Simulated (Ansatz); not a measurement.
A series of calculations on La2O3

Part 1: Relaxation

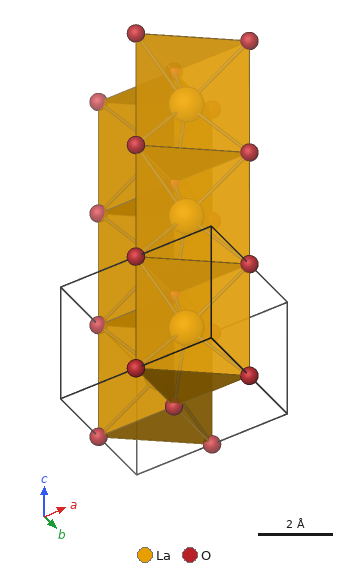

This is the input geometry for a relaxation of crystalline La2O3 (built on the La2O3-type type). A polyhedral model of the cell of the calculation, repeated 1 × 1 × 3 with one cell outlined, seen from a free direction.

Case: volume × 0.980.

Method: Ansatz 0.2.0, DFT r2SCAN, scalar-relativistic, plane waves, PAW.

The input:
```yaml
crystal:
  lattice:
    - [6.3134593095, 0.0, 0.0]
    - [-3.1567296547, 5.4676161478, 0.0]
    - [0.0, 0.0, 3.2552069258]
  atoms:
    - { symbol: La, position: [0.3333333333, 0.6666666667, 0.4996304117] }
    - { symbol: La, position: [0.6666666667, 0.3333333333, 0.5003695883] }
    - { symbol: O, position: [0.5, 0.5, 0.0] }
    - { symbol: O, position: [0.5, 0.0, 0.0] }
    - { symbol: O, position: [0.0, 0.5, 0.0] }
basis:
  ecutwfc: 500
  ecutrho_ratio: 4
kpoints:
  mp_grid: { grid: [4, 4, 8] }
hamiltonian:
  xc: r2scan
scf:
  occupations: { method: gaussian, width: 0.05 }
output:
  forces: true
  stress: true
  eigenvalues: true
relax:
  f_tol: 0.01
  max_steps: 40
  cell: { stress_tol: 0.1, fix: [volume] }
```

Launched with:
```bash
ansatz run input.yaml --threads 4 --pin off --max-ram 8192MiB --backend cpu --events-out ev --progress --plain --runs-dir out
```

Where does the relaxation end?

Over 1 accepted move (3 points after the start) the energy falls by 0.4 meV per atom. Largest force component: 0.0037 eV/Å at the start, 0.0031 eV/Å at the end. The pressure goes from 2.10 to 1.87 GPa. The line search rejected the trial step at point 1 of the run. The SCF was repeated once at an unchanged geometry on a basis and grid sized afresh for the cell, which shifted the energy by less than 0.05 meV per atom at most. The atoms keep their places relative to the cell (all moves are under 0.005 Å). The drawn cell changes at constant volume: a = b 6.313 → 6.300 Å (−0.2 %), c 3.255 → 3.269 Å (+0.4 %). Among the contacts that change: La1–La1 3.255 → 3.269 Å. The space group stays P6/mmm (No. 191). Cost: 9.9 s on 4 threads of Intel(R) Xeon(R) CPU @ 2.80GHz (Skylake/Cascade Lake), with other jobs on the host, peak memory 0.77 GiB.

Step by step:

```csv
step,"E − E(0), meV/atom","largest force component, eV/Å","pressure, GPa",note
0,0.00,0.0037,2.10,
1,2.16,0.0021,1.25,rejected
2,-0.35,0.0031,1.87,
3,-0.35,0.0031,1.87,"same geometry, new basis"
```

Part 2: Relaxation

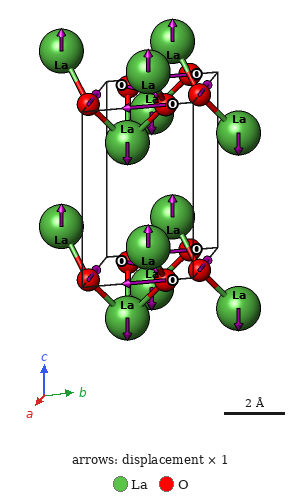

This is a relaxation of solid La2O3 (built on the La2O3-type type) (coarse preliminary run). The starting structure is drawn; purple arrows show the displacements (the part carried along by the change of the cell is left out), at their true length.

A ball-and-stick model of the cell of the calculation, seen slightly off an axis.

Level of theory: DFT PBE, scalar-relativistic, plane waves, PAW in Ansatz. Settings: plane-wave cutoff 420 eV; k-point mesh 6 × 6 × 4; occupations gaussian; smearing width 0.05 eV; no spin polarisation; cell and atoms relaxed; force threshold 0.03 eV/Å; at most 60 steps.

**What happened in the run?**

The largest moves relative to the cell, 1.59 Å, are those of O atoms. Largest moves by element: O 1.59 Å, La 0.82 Å. The drawn cell changes as follows: a = b 3.943 → 6.366 Å (+61.4 %), c 6.140 → 3.289 Å (−46.4 %); the volume changes by +39.6 %. Some distances before and after: O–O 1.707 → 5.513 Å, La–La 6.140 → 3.289 Å, La–O 4.845 → 2.467 Å, La–O 2.150 → 2.465 Å. New bonds form: La–O (4.85 → 2.47 Å). Among the angles between lasting bonds that change: La–O–La 125.4° → 180.0°, O–La–O 74.7° → 80.4°. The space group (tolerance 0.01 Å) goes from P321 (No. 150) to P6/mmm (No. 191). After 27 accepted moves (32 points after the start) the energy has fallen by 2728 meV per atom. Largest force component: 7.7 eV/Å at the start, 0.0031 eV/Å at the end. Pressure: 39.56 GPa at the start and 0.06 GPa at the end. The line search rejected the trial steps at points 10, 26 of the run. At 3 points the geometry stayed and the basis and grid were re-selected for the new cell (energy shift of 349 meV per atom at most each time).

Limits of the set-up: layers or molecules are held without a dispersion correction, so their spacing is unreliable.

Part 3: Distortion

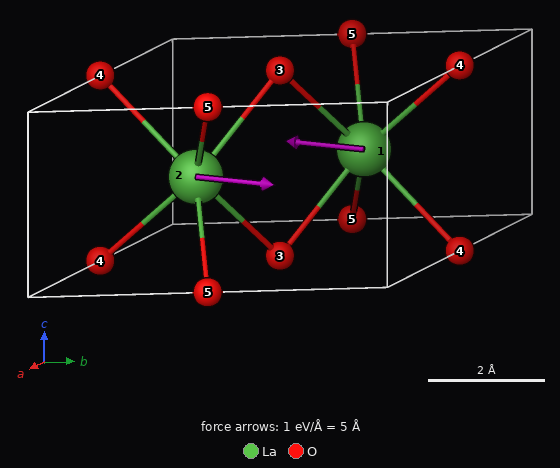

A changed version of crystalline La2O3 (built on the La2O3-type type), with the computed forces as purple arrows. Besides, the cell is strained by −2.0 % along [1 2 0] and none across it (volume −2.0 %). Style: ball-and-stick. Shown: the cell of the calculation, slightly off an axis.

Computed with DFT r2SCAN, scalar-relativistic, plane waves, PAW (Ansatz 0.2.0). Set-up: plane-wave cutoff 500 eV; k-point mesh 4 × 4 × 8; occupations gaussian; smearing width 0.05 eV; no spin polarisation.

Q: Where do the forces point?

A: The atoms keep their fractional coordinates. No relaxation follows. Some distances before and after: La–O 2.460 → 2.432 to 2.454 Å. The space group (tolerance 0.01 Å) goes from P6/mmm (No. 191) to Cmmm (No. 65). It costs 4.1 meV per atom. Pressure: 0.0 GPa before, 1.7 GPa after. The principal stresses (compression positive) are 2.9 GPa along [1 2 0], 1.3 GPa along c, 1.0 GPa along a. The largest forces, 0.3 eV/Å, act on La1 and La2; on La1 it points along [−1 −2 0].
